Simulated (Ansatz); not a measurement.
**Single-point calculation of CdTe (part 2 of 2)**

Continued. System: CdTe (slab, 12 atoms in the cell). Method: DFT PBE+D3(BJ), scalar-relativistic, plane waves, PAW, no spin polarisation (Ansatz 0.2.0); cutoff 420 eV, 2×3×1 k-mesh, Gaussian smearing of 0.05 eV. The structure derives from an entry of the Crystallography Open Database. It belongs to a series of runs on one base structure; here: the slab at its places in the relaxed adsorbed structure.

Geometry of the input (Å; fractional positions):
```
9.2159  0.0000  0.0000
0.0000  6.5166  0.0000
0.0000  0.0000  24.4770
Cd 0.2500  0.5000  0.3268
Cd 0.7500  0.5000  0.3268
Te 0.5000  0.2500  0.3268
Te 0.0000  0.2500  0.3268
Cd 0.5014  0.0556  0.4305
Cd 0.0001  0.0556  0.4304
Te 0.7506  0.8002  0.4122
Te 0.2507  0.8023  0.4118
Cd 0.7508  0.4805  0.4886
Cd 0.2509  0.4808  0.4872
Te 0.0019  0.2849  0.5269
Te 0.4998  0.2850  0.5268
```

Output, continued:
```
  k-point 1: bands = ["-103.7710", "-103.7702", "-103.7181", "-103.7175", "-103.5819", "-103.5813", "-64.9016", "-64.9006", "-64.8508", "-64.8498", "-64.8101", "-64.8095", "-64.7872", "-64.7863", "-64.7551", "-64.7548", "-64.7319", "-64.7315", "-64.6600", "-64.6593", "-64.6398", "-64.6393", "-64.6313", "-64.6306", "-37.6524", "-37.6495", "-37.6470", "-37.6442", "-37.6248", "-37.6216", "-37.6046", "-37.6041", "-37.6005", "-37.6001", "-37.3451", "-37.3438", "-37.3356", "-37.3345", "-37.3084", "-37.3074", "-37.2870", "-37.2861", "-37.2812", "-37.2803", "-37.2516", "-37.2510", "-37.2506", "-37.2500", "-37.1637", "-37.1627", "-37.1601", "-37.1592", "-37.1319", "-37.1309", "-12.3540", "-12.2085", "-11.9912", "-11.8866", "-11.8234", "-11.7214", "-9.7859", "-9.7726", "-9.7714", "-9.7554", "-9.7383", "-9.7305", "-9.7258", "-9.6937", "-9.6874", "-9.6696", "-9.6628", "-9.6626", "-9.6405", "-9.6403", "-9.6262", "-9.6215", "-9.6168", "-9.6008", "-9.5775", "-9.5570", "-9.5425", "-9.5027", "-9.4711", "-9.4620", "-9.4531", "-9.3194", "-9.2667", "-9.1863", "-9.1303", "-9.1131", "-5.6298", "-5.4297", "-5.3939", "-5.1263", "-4.7452", "-3.9242", "-3.3500", "-3.2986", "-3.2192", "-2.9979", "-2.8378", "-2.6902", "-2.3031", "-2.2908", "-2.1350", "-2.0859", "-2.0804", "-1.9783", "0.0147", "0.0891", "0.6267", "0.9183", "1.2891", "1.5156", "1.5705", "1.7371", "2.3196", "2.7345", "2.8295", "2.9616", "3.4406", "3.5790", "3.7177", "3.8100", "3.8622", "4.0937", "4.0940", "4.2959", "4.3628", "4.4570"]
  k-point 2: bands = ["-103.7710", "-103.7702", "-103.7181", "-103.7175", "-103.5819", "-103.5813", "-64.9016", "-64.9006", "-64.8508", "-64.8498", "-64.8101", "-64.8095", "-64.7872", "-64.7863", "-64.7551", "-64.7548", "-64.7319", "-64.7315", "-64.6600", "-64.6593", "-64.6398", "-64.6393", "-64.6313", "-64.6306", "-37.6524", "-37.6495", "-37.6470", "-37.6442", "-37.6248", "-37.6216", "-37.6046", "-37.6040", "-37.6005", "-37.6001", "-37.3450", "-37.3439", "-37.3356", "-37.3345", "-37.3084", "-37.3074", "-37.2870", "-37.2861", "-37.2812", "-37.2803", "-37.2516", "-37.2510", "-37.2506", "-37.2500", "-37.1637", "-37.1627", "-37.1601", "-37.1592", "-37.1319", "-37.1309", "-12.3206", "-12.3198", "-11.9145", "-11.9116", "-11.7642", "-11.7629", "-9.7798", "-9.7777", "-9.7593", "-9.7585", "-9.7435", "-9.7433", "-9.7030", "-9.7022", "-9.6710", "-9.6709", "-9.6546", "-9.6537", "-9.6461", "-9.6453", "-9.6319", "-9.6314", "-9.5928", "-9.5914", "-9.5688", "-9.5684", "-9.5295", "-9.5278", "-9.4840", "-9.4826", "-9.4718", "-9.4706", "-9.2381", "-9.2345", "-9.0735", "-9.0725", "-5.4064", "-5.4050", "-4.6677", "-4.6654", "-4.1727", "-4.1700", "-3.8051", "-3.7945", "-3.2005", "-3.1994", "-2.8606", "-2.8556", "-2.8270", "-2.8200", "-2.2923", "-2.2900", "-2.1199", "-2.1169", "0.2897", "0.2903", "1.1050", "1.1209", "1.4896", "1.5163", "1.8268", "1.8283", "2.3776", "2.3801", "2.8789", "2.8856", "3.2057", "3.2091", "3.6619", "3.6691", "3.7791", "3.7860", "4.0689", "4.0703", "4.3574", "4.3719"]
  k-point 3: bands = ["-103.7710", "-103.7702", "-103.7181", "-103.7175", "-103.5819", "-103.5813", "-64.9016", "-64.9006", "-64.8508", "-64.8498", "-64.8101", "-64.8095", "-64.7872", "-64.7863", "-64.7551", "-64.7548", "-64.7319", "-64.7315", "-64.6600", "-64.6593", "-64.6398", "-64.6393", "-64.6313", "-64.6306", "-37.6524", "-37.6495", "-37.6470", "-37.6442", "-37.6248", "-37.6216", "-37.6046", "-37.6040", "-37.6005", "-37.6001", "-37.3450", "-37.3439", "-37.3356", "-37.3345", "-37.3084", "-37.3074", "-37.2870", "-37.2861", "-37.2812", "-37.2803", "-37.2516", "-37.2510", "-37.2506", "-37.2500", "-37.1637", "-37.1627", "-37.1601", "-37.1592", "-37.1319", "-37.1309", "-12.2815", "-12.2811", "-11.9394", "-11.9364", "-11.7720", "-11.7708", "-9.7802", "-9.7793", "-9.7495", "-9.7492", "-9.7377", "-9.7372", "-9.7055", "-9.7051", "-9.6800", "-9.6793", "-9.6581", "-9.6579", "-9.6498", "-9.6496", "-9.6333", "-9.6328", "-9.6001", "-9.5998", "-9.5626", "-9.5618", "-9.4968", "-9.4958", "-9.4868", "-9.4861", "-9.4182", "-9.4172", "-9.2247", "-9.2210", "-9.1677", "-9.1672", "-5.4033", "-5.4015", "-4.7561", "-4.7531", "-4.6138", "-4.6123", "-3.4548", "-3.4400", "-3.3906", "-3.3862", "-2.7867", "-2.7839", "-2.5487", "-2.5441", "-2.2667", "-2.2635", "-2.0915", "-2.0898", "0.3244", "0.3269", "1.2358", "1.2414", "1.4402", "1.4573", "2.0313", "2.0335", "2.8060", "2.8119", "3.1936", "3.1999", "3.4838", "3.4900", "3.6259", "3.6329", "3.8516", "3.8551", "4.1197", "4.1211", "4.2568", "4.2593"]
```

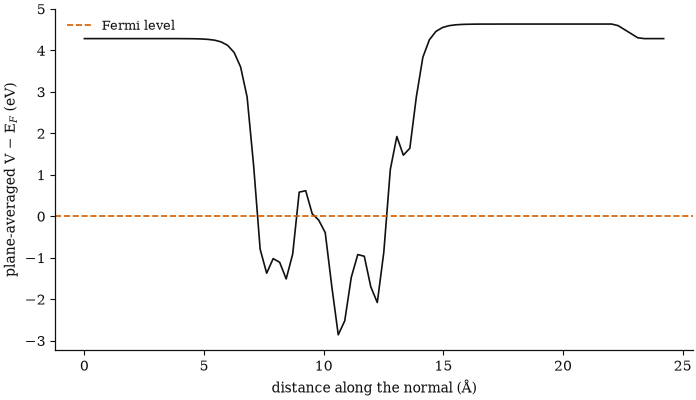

**Figure 1.** Plane average of the electrostatic potential energy of an electron across the cell, from the Fermi level. The vacuum level lies 4.64 eV above the Fermi level on the upper side and 4.29 eV on the lower.

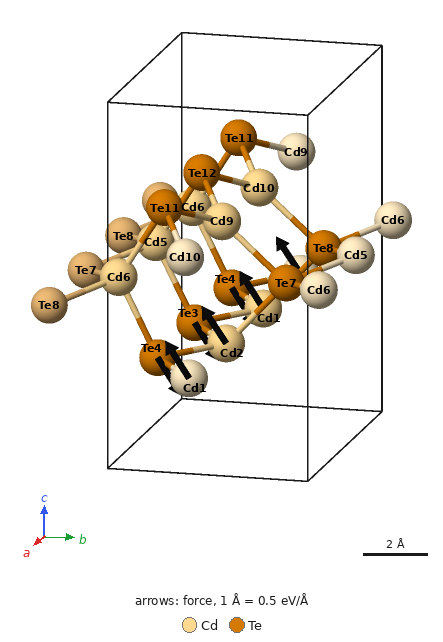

**Figure 2.** Forces on the atoms as black arrows (ball-and-stick view of the cell of the calculation, with the vacuum cut short, seen slightly off an axis; neighbours outside the cell are drawn fainter; atoms are numbered from 1 in the order of the input); the smallest are left out. The largest act on Te3, Te4 (0.71 eV/Å); Cd1, Cd2 (0.71 eV/Å). The geometry is not a stationary point of this energy.

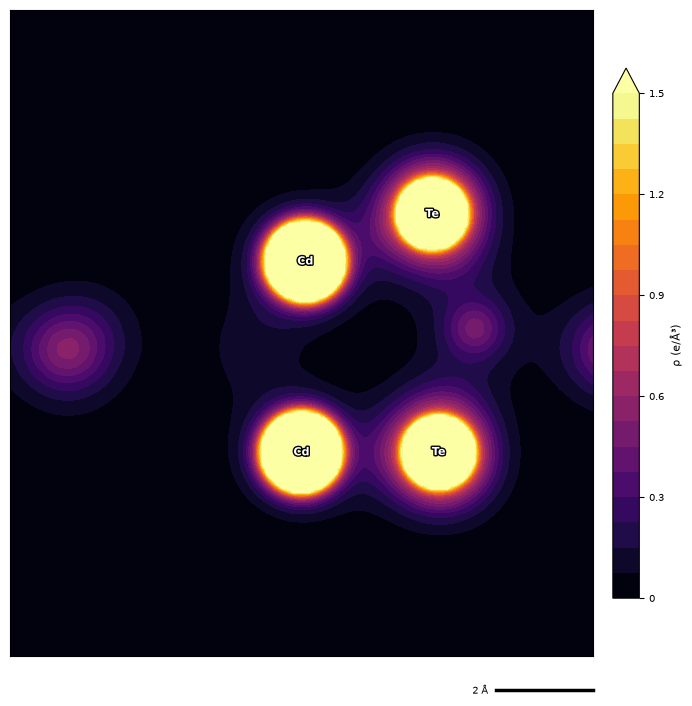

**Figure 3.** Valence electron density on the (110) plane of the calculation cell, a cut from vacuum to vacuum. Cd–Te (2.80 Å): ρ is about 0.36 e/Å³ halfway. Cd–Te (2.82 Å): ρ at the midpoint is about 0.35 e/Å³. The density dies away to nearly zero in the vacuum. In a PAW calculation such maps are meaningful between the atoms, not at the nuclei.

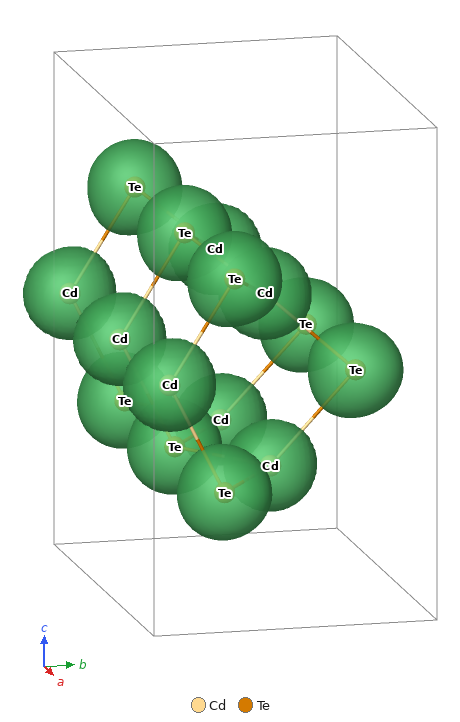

**Figure 4.** Isosurface of the valence pseudo-density at 0.5 e/Å³ (green), seen slightly off an axis. Sticks mark near contacts. At this value the density breaks into separate islands; it holds about 80 % of the electrons treated as valence (semicore included). It is pinched off along the Cd–Te (2.79 Å), Cd–Te (2.83 Å) and Cd–Te (2.88 Å) contacts. On the grid the lowest density along these lines, outside the cores, is 0.35 e/Å³ (Cd–Te, 2.79 Å), 0.32 e/Å³ (Cd–Te, 2.83 Å) and 0.3 e/Å³ (Cd–Te, 2.88 Å).

Summary:

| quantity | value |
| --- | --- |
| outcome | converged |
| electrons treated | 216 |
| free energy | −91412.4718 eV |
| work function, top face | 4.64 eV |
| work function, bottom face | 4.29 eV |
| Fermi energy | −1.000 eV |
| gap on the k-point mesh | 1.17 eV |
| work function (upper face) | 4.64 eV |
| largest force (length of the vector) | 0.714 eV/Å |
| wall time | 37 s (CPU time 1.7 min) |
| peak memory | 3 GiB |
